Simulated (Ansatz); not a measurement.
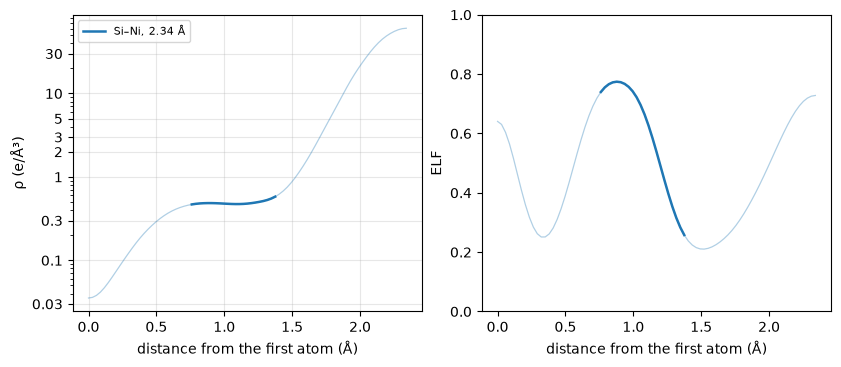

*Si₂Ni. Valence charge density (pseudo) and electron localisation function along straight lines between neighbouring atoms. Thin, pale parts lie inside the atomic spheres.*

Space group Fm-3m; the program warned that a starting moment wasn't kept; spin-polarised, but the moments vanished.

Theory: Ansatz, DFT r2SCAN, plane waves, PAW.

The density is the valence pseudo-density of a PAW calculation; it isn't the true density close to the nuclei.

What can be read from the curves?

Si–Ni (2.34 Å): ρ is about 0.48 e/Å³ halfway; the ELF peaks at about 0.75 in the valence shell of Si, 0.9 Å from its nucleus, and is about 0.55 at the midpoint.
